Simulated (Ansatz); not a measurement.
# Geometry relaxation, with input and output: Si (part 3 of 3)

The same run, continued: Si (P3₂12, 9 atoms in the cell); DFT PBE, scalar-relativistic, plane waves, PAW, no spin polarisation (Ansatz 0.2.0); cutoff 420 eV, 6×6×10 k-mesh, Gaussian smearing of 0.1 eV. The structure was made by a generator, so it may or may not be a known phase.

Geometry of the input (Å; fractional positions):
```
7.2165  0.0000  0.0000
-3.6082  6.2497  0.0000
0.0000  0.0000  3.7822
Si 0.2851  0.0380  0.7548
Si 0.9620  0.2471  0.4215
Si 0.7529  0.7149  0.0881
Si 0.9620  0.7149  0.5785
Si 0.7529  0.0380  0.9119
Si 0.2851  0.2471  0.2452
Si 0.2393  0.7607  0.1667
Si 0.2393  0.4786  0.8333
Si 0.5214  0.7607  0.5000
```

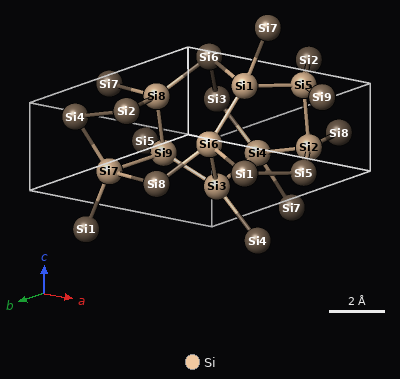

**Figure 1.** The geometry at step 17 of the log (ball-and-stick view of the cell of the calculation, seen at an oblique angle; neighbours outside the cell are drawn fainter; atoms are numbered from 1 in the order of the input).

## Trajectory as extended XYZ, continued
```
9
Lattice="6.5824 0.0000 0.0000 -3.2912 5.7005 0.0000 0.0000 0.0000 4.0019" Properties=species:S:1:pos:R:3:forces:R:3 step=11 energy=-5717.63743 pressure_GPa=2.83
Si    2.0662    0.3398    3.0178    0.0817   0.1866   0.0442
Si    5.2551    1.6195    1.6839   -0.2025  -0.0226   0.0442
Si    2.5523    3.7412    0.3499    0.1208  -0.1641   0.0442
Si    4.0301    3.7412    2.3181   -0.1208  -0.1641  -0.0442
Si    4.5162    0.3398    3.6520   -0.0817   0.1866  -0.0442
Si    1.3274    1.6195    0.9841    0.2025  -0.0226  -0.0442
Si   -0.9740    4.3627    0.6670   -0.2556   0.1476   0.0000
Si    0.0000    2.6756    3.3349    0.0000  -0.2951   0.0000
Si    0.9740    4.3627    2.0010    0.2556   0.1476   0.0000
9
Lattice="6.7330 0.0000 0.0000 -3.3665 5.8310 0.0000 0.0000 0.0000 3.9268" Properties=species:S:1:pos:R:3:forces:R:3 step=13 energy=-5717.74968 pressure_GPa=1.55
Si    2.1579    0.3763    2.9738    0.0474   0.0830   0.0593
Si    5.3282    1.6807    1.6649   -0.0955  -0.0004   0.0593
Si    2.6134    3.7740    0.3560    0.0481  -0.0825   0.0593
Si    4.1196    3.7740    2.2619   -0.0481  -0.0825  -0.0593
Si    4.5751    0.3763    3.5708   -0.0474   0.0830  -0.0593
Si    1.4049    1.6807    0.9530    0.0955  -0.0004  -0.0593
Si   -0.9965    4.4627    0.6545   -0.1393   0.0804   0.0000
Si    0.0000    2.7366    3.2723    0.0000  -0.1608   0.0000
Si    0.9965    4.4627    1.9634    0.1393   0.0804   0.0000
9
Lattice="6.9067 0.0000 0.0000 -3.4533 5.9813 0.0000 0.0000 0.0000 3.8410" Properties=species:S:1:pos:R:3:forces:R:3 step=14 energy=-5717.89367 pressure_GPa=0.50
Si    2.2565    0.4098    2.9276    0.0535   0.1136  -0.0106
Si    5.4236    1.7493    1.6473   -0.1252  -0.0105  -0.0106
Si    2.6799    3.8223    0.3669    0.0717  -0.1032  -0.0106
Si    4.2267    3.8223    2.1937   -0.0717  -0.1032   0.0106
Si    4.6502    0.4098    3.4741   -0.0535   0.1136   0.0106
Si    1.4831    1.7493    0.9134    0.1252  -0.0105   0.0106
Si   -1.0218    4.5775    0.6402   -0.0801   0.0463   0.0000
Si    0.0000    2.8077    3.2008    0.0000  -0.0925   0.0000
Si    1.0218    4.5775    1.9205    0.0801   0.0463   0.0000
9
Lattice="7.0968 0.0000 0.0000 -3.5484 6.1460 0.0000 0.0000 0.0000 3.7027" Properties=species:S:1:pos:R:3:forces:R:3 step=15 energy=-5718.06379 pressure_GPa=0.65
Si    2.3704    0.4539    2.8329    0.0065   0.0749  -0.1304
Si    5.5184    1.8259    1.5987   -0.0681  -0.0318  -0.1304
Si    2.7563    3.8662    0.3644    0.0616  -0.0431  -0.1304
Si    4.3405    3.8662    2.1040   -0.0616  -0.0431   0.1304
Si    4.7263    0.4539    3.3382   -0.0065   0.0749   0.1304
Si    1.5783    1.8259    0.8698    0.0681  -0.0318   0.1304
Si   -1.0494    4.7032    0.6171   -0.0315   0.0182   0.0000
Si    0.0000    2.8856    3.0855    0.0000  -0.0363   0.0000
Si    1.0494    4.7032    1.8513    0.0315   0.0182   0.0000
9
Lattice="7.3757 0.0000 0.0000 -3.6879 6.3876 0.0000 0.0000 0.0000 3.5326" Properties=species:S:1:pos:R:3:forces:R:3 step=16 energy=-5718.01330 pressure_GPa=-0.51 accepted=F
Si    2.5227    0.5438    2.6537    0.1863  -0.4296   0.5028
Si    5.6434    1.9128    1.4762    0.2790   0.3761   0.5028
Si    2.8975    3.9309    0.2986   -0.4652   0.0535   0.5028
Si    4.4783    3.9309    2.0564    0.4652   0.0535  -0.5028
Si    4.8530    0.5438    3.2339   -0.1863  -0.4296  -0.5028
Si    1.7323    1.9128    0.8789   -0.2790   0.3761  -0.5028
Si   -1.0776    4.8805    0.5888   -0.4941   0.2853   0.0000
Si    0.0000    3.0141    2.9438    0.0000  -0.5706   0.0000
Si    1.0776    4.8805    1.7663    0.4941   0.2853   0.0000
9
Lattice="7.2310 0.0000 0.0000 -3.6155 6.2623 0.0000 0.0000 0.0000 3.6198" Properties=species:S:1:pos:R:3:forces:R:3 step=17 energy=-5718.14117 pressure_GPa=-0.07
Si    2.4459    0.4810    2.7593    0.0172   0.0359  -0.0298
Si    5.5916    1.8777    1.5527   -0.0397  -0.0031  -0.0298
Si    2.8091    3.9036    0.3461    0.0225  -0.0328  -0.0298
Si    4.4220    3.9036    2.0671   -0.0225  -0.0328   0.0298
Si    4.7851    0.4810    3.2737   -0.0172   0.0359   0.0298
Si    1.6395    1.8777    0.8605    0.0397  -0.0031   0.0298
Si   -1.0764    4.7963    0.6033   -0.1097   0.0634   0.0000
Si    0.0000    2.9319    3.0165    0.0000  -0.1267   0.0000
Si    1.0764    4.7963    1.8099    0.1097   0.0634   0.0000
9
Lattice="7.3353 0.0000 0.0000 -3.6677 6.3526 0.0000 0.0000 0.0000 3.5268" Properties=species:S:1:pos:R:3:forces:R:3 step=18 energy=-5718.15434 pressure_GPa=0.33
Si    2.5102    0.5069    2.6801   -0.0550  -0.0819  -0.0203
Si    5.6412    1.9204    1.5045    0.0984  -0.0067  -0.0203
Si    2.8516    3.9252    0.3289   -0.0434   0.0886  -0.0203
Si    4.4837    3.9252    2.0223    0.0434   0.0886   0.0203
Si    4.8251    0.5069    3.1979    0.0550  -0.0819   0.0203
Si    1.6941    1.9204    0.8467   -0.0984  -0.0067   0.0203
Si   -1.1147    4.8786    0.5878    0.0336  -0.0194   0.0000
Si    0.0000    2.9479    2.9390    0.0000   0.0388   0.0000
Si    1.1147    4.8786    1.7634   -0.0336  -0.0194   0.0000
9
Lattice="7.2980 0.0000 0.0000 -3.6490 6.3202 0.0000 0.0000 0.0000 3.5624" Properties=species:S:1:pos:R:3:forces:R:3 step=19 energy=-5718.16348 pressure_GPa=-0.13
Si    2.4815    0.4926    2.7073    0.0333   0.0001   0.0085
Si    5.6306    1.9028    1.5198   -0.0167   0.0288   0.0085
Si    2.8348    3.9249    0.3323   -0.0166  -0.0289   0.0085
Si    4.4632    3.9249    2.0426    0.0166  -0.0289  -0.0085
Si    4.8165    0.4926    3.2301   -0.0333   0.0001  -0.0085
Si    1.6674    1.9028    0.8551    0.0167   0.0288  -0.0085
Si   -1.1033    4.8505    0.5937    0.0167  -0.0097   0.0000
Si    0.0000    2.9395    2.9687    0.0000   0.0193   0.0000
Si    1.1033    4.8505    1.7812   -0.0167  -0.0097   0.0000
9
Lattice="7.2951 0.0000 0.0000 -3.6475 6.3177 0.0000 0.0000 0.0000 3.5610" Properties=species:S:1:pos:R:3:forces:R:3 step=20 energy=-5718.16377 pressure_GPa=0.06
Si    2.4838    0.4923    2.7073   -0.0132   0.0083  -0.0060
Si    5.6268    1.9049    1.5203   -0.0006  -0.0155  -0.0060
Si    2.8319    3.9205    0.3333    0.0138   0.0072  -0.0060
Si    4.4631    3.9205    2.0406   -0.0138   0.0072   0.0060
Si    4.8112    0.4923    3.2276    0.0132   0.0083   0.0060
Si    1.6683    1.9049    0.8536    0.0006  -0.0155   0.0060
Si   -1.0995    4.8466    0.5935   -0.0155   0.0089   0.0000
Si    0.0000    2.9423    2.9675    0.0000  -0.0179   0.0000
Si    1.0995    4.8466    1.7805    0.0155   0.0089   0.0000
9
Lattice="7.2999 0.0000 0.0000 -3.6500 6.3219 0.0000 0.0000 0.0000 3.5604" Properties=species:S:1:pos:R:3:forces:R:3 step=21 energy=-5718.16385 pressure_GPa=-0.04
Si    2.4855    0.4938    2.7065   -0.0010  -0.0006  -0.0009
Si    5.6296    1.9056    1.5197    0.0010  -0.0006  -0.0009
Si    2.8348    3.9226    0.3329    0.0000   0.0012  -0.0009
Si    4.4651    3.9226    2.0407    0.0000   0.0012   0.0009
Si    4.8145    0.4938    3.2275    0.0010  -0.0006   0.0009
Si    1.6703    1.9056    0.8539   -0.0010  -0.0006   0.0009
Si   -1.1023    4.8510    0.5934    0.0030  -0.0017   0.0000
Si    0.0000    2.9418    2.9670    0.0000   0.0035   0.0000
Si    1.1023    4.8510    1.7802   -0.0030  -0.0017   0.0000
9
Lattice="7.2999 0.0000 0.0000 -3.6500 6.3219 0.0000 0.0000 0.0000 3.5604" Properties=species:S:1:pos:R:3:forces:R:3 step=22 energy=-5718.16363 pressure_GPa=-0.04
Si    2.4855    0.4938    2.7065   -0.0010  -0.0006  -0.0009
Si    5.6296    1.9056    1.5197    0.0010  -0.0006  -0.0009
Si    2.8348    3.9226    0.3329    0.0000   0.0011  -0.0009
Si    4.4651    3.9226    2.0407    0.0000   0.0011   0.0009
Si    4.8145    0.4938    3.2275    0.0010  -0.0006   0.0009
Si    1.6703    1.9056    0.8539   -0.0010  -0.0006   0.0009
Si   -1.1023    4.8510    0.5934    0.0030  -0.0017   0.0000
Si    0.0000    2.9418    2.9670    0.0000   0.0035   0.0000
Si    1.1023    4.8510    1.7802   -0.0030  -0.0017   0.0000
```

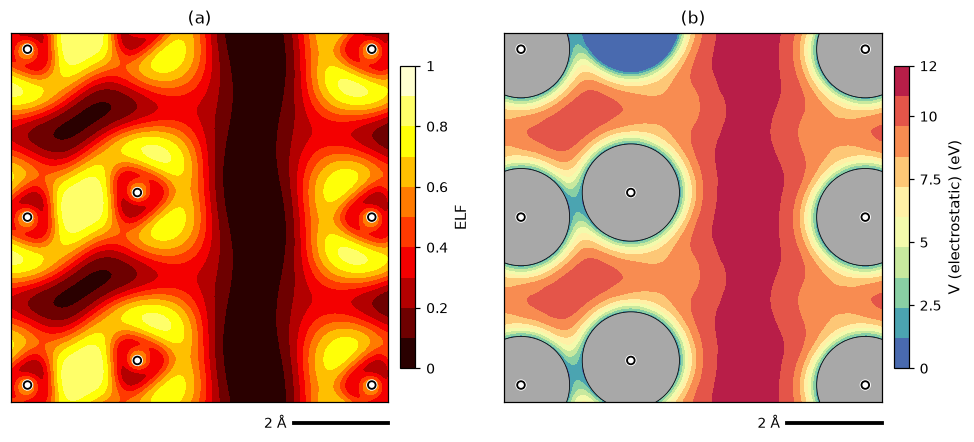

**Figure 2.** (a) ELF; (b) electrostatic potential energy of an electron on the (010) plane of the conventional cell. Circles mark the nuclei in the plane (Si). Grey discs, where drawn, cover atomic cores. The plane passes through Si nuclei. Si–Si (2.39 Å): the ELF peaks at about 0.90 between the atoms, which marks a covalent bond. Outside the cores the potential energy rises away from the atoms and is highest about 2.5 Å from the nearest atoms; outside the discs it spans about 11 eV, and its zero is arbitrary. Core electrons are frozen (PAW), so the fields are smoothed inside the atomic spheres.

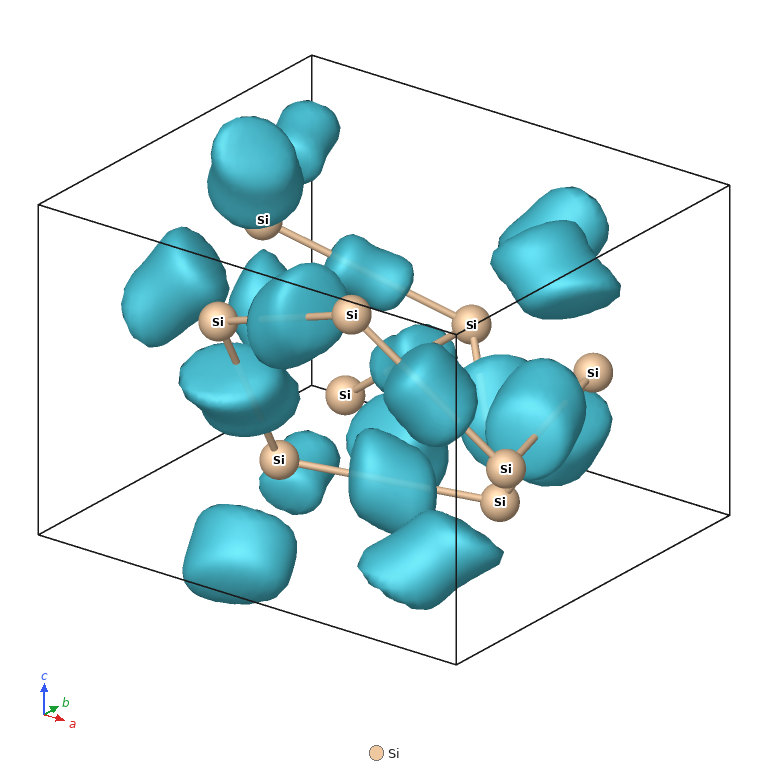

**Figure 3.** Isosurface of the ELF at 0.8 (cyan), seen slightly off an axis. Only the valence region is drawn (cores and ρ < 0.01 e/Å³ removed). Sticks mark near contacts. The outline is the cell set on symmetry axes. Along the contacts the grid gives the following. Si–Si (2.36 Å): the ELF peaks at about 0.90 between the atoms, which marks a shared electron pair.

## Key numbers

- outcome: converged
- space group (tolerance 0.01 Å): P3₂12 (153)
- electrons treated: 36
- free energy: −5718.1636 eV
- Fermi energy: 7.317 eV
- gap on the k-point mesh: none (metallic)
- pressure: −0.04 GPa
- final volume: 164.31 Å³
- largest force (length of the vector) at the end: 0.003 eV/Å
- final cell: a = 7.300 Å, b = 7.300 Å, c = 3.560 Å, α = 90.00°, β = 90.00°, γ = 120.00°
- hardware: 1 thread of Arm Neoverse V1, 24 GiB of memory available, shared host
- wall time: 13 min
- peak memory: 0.49 GiB
